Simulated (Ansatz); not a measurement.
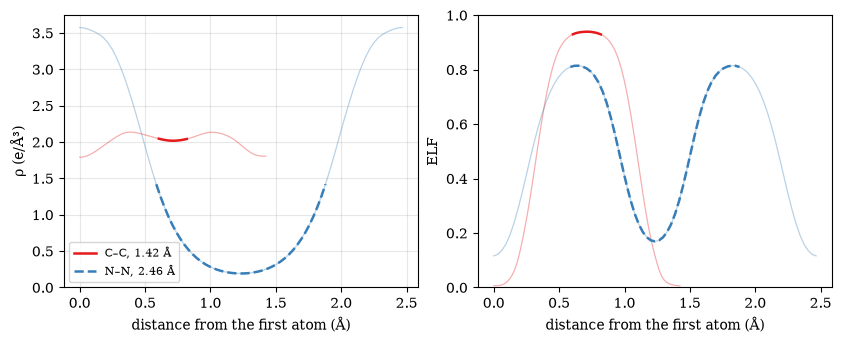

Figure 1: C6N (slab). Valence pseudo-density and ELF along straight lines between neighbouring atoms. Thin, pale parts lie inside the atomic spheres.

The SCF solution may not be the lowest one; the program warned that a starting moment wasn't kept; spin-polarised.

Computed with DFT PBE+D3(BJ), scalar-relativistic, plane waves, PAW in Ansatz.

In a PAW calculation such maps are meaningful between the atoms, not at the nuclei.

```xyz
7
Lattice="2.4649 0.0000 0.0000 1.2325 2.1347 0.0000 0.0000 0.0000 25.7487" Properties=species:S:1:pos:R:3 pbc="T T T"
C     0.6124    0.3535    8.4999
C     1.8449    1.0651    8.5007
C     1.8396    1.0621   11.8797
C     3.0720    1.7736   11.8807
C     3.0720    1.7736   15.2826
C     0.6070    0.3505   15.2829
N     1.8371    1.0606   18.4087
```

> What can be read from the curves?

C–C (1.42 Å): ρ is about 2 e/Å³ halfway; the ELF peaks at about 0.95 between the atoms.
N–N (2.46 Å): ρ is about 0.19 e/Å³ halfway; the ELF peaks at about 0.80 in the valence shell of N, 0.6 Å from its nucleus, and drops to about 0.15 between the two atoms.
